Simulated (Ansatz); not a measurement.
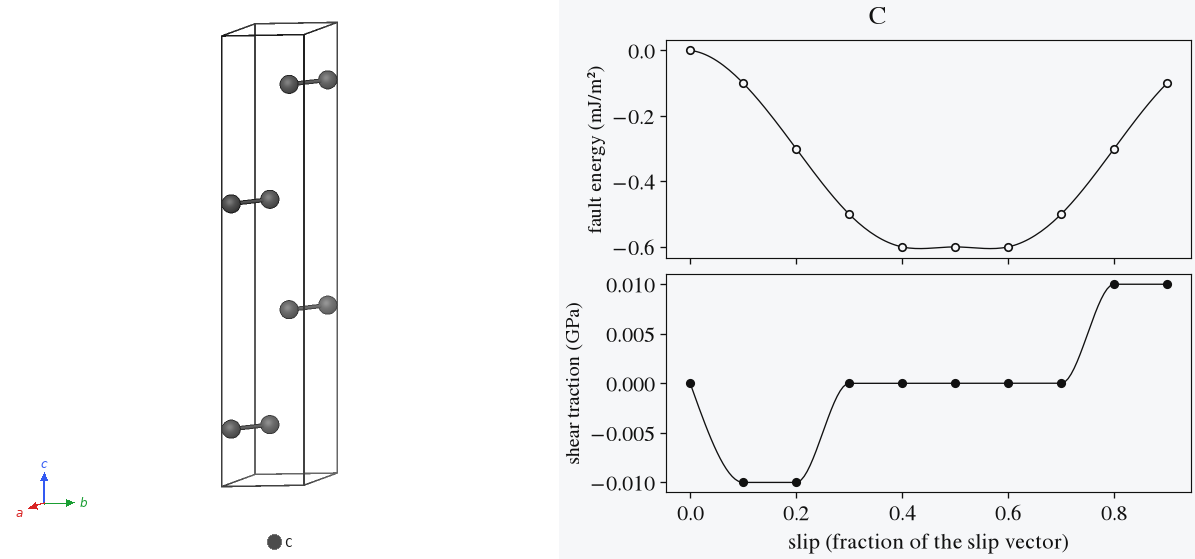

The plot gives the computed fault energy and shear traction against slip for C, space group Fmmm (No. 69). The cell is drawn beside the plot.

The given structure:
```xyz
8
Lattice="-1.2228 2.1167 0.0000 -1.2228 -2.1167 0.0000 0.0000 0.0000 13.4706" Properties=species:S:1:pos:R:3 pbc="T T T"
C    -1.2228    1.7641    1.6838
C    -1.2228    1.7641    8.4192
C    -1.2228   -0.3527   11.7868
C    -1.2228   -0.3527    5.0515
C    -1.2228   -1.7641   11.7868
C    -1.2228   -1.7641    5.0515
C    -1.2228    0.3527    1.6838
C    -1.2228    0.3527    8.4192
```

Computed with Ansatz 0.2.0: rigid slide of a crystal across a plane by tilting cell vector c, one fault a cell, unrelaxed, by plane-wave density functional theory with PAW datasets, free energies less that of the undisturbed cell; scalar-relativistic. Level: LDA, no spin polarisation.

wave cutoff 420 eV; k mesh 22×22×4; occupations Gaussian; smearing width 0.15 eV; k shift (0, 0, 0) (mesh steps); start relaxed; height of the cut 0 (fraction of cell vector c); slip vector (1, 0) (multiples of cell vectors a and b).

The points at slip 0.6, 0.7, 0.8 and 0.9 follow from computed ones by symmetry.

How high is the barrier to slip, and is there a metastable fault?

The highest fault energy among the points, the barrier to rigid slip along this vector, is 0 mJ/m² at slip 0; no local minimum, hence no metastable fault, shows among the points.

How does the shear traction vary with slip?

It goes from 0.00 GPa at slip 0.0 to 0.01 GPa at 0.9, not monotonically, with a low of −0.01 GPa at 0.1 and a high of 0.01 GPa at 0.8.

The computed values:

```
slip (fraction of the slip vector)  fault energy (mJ/m²)  shear traction (GPa)
                               0.0                   0.0                  0.00
                               0.1                  -0.1                 -0.01
                               0.2                  -0.3                 -0.01
                               0.3                  -0.5                  0.00
                               0.4                  -0.6                  0.00
                               0.5                  -0.6                  0.00
                               0.6                  -0.6                  0.00
                               0.7                  -0.5                  0.00
                               0.8                  -0.3                  0.01
                               0.9                  -0.1                  0.01
```
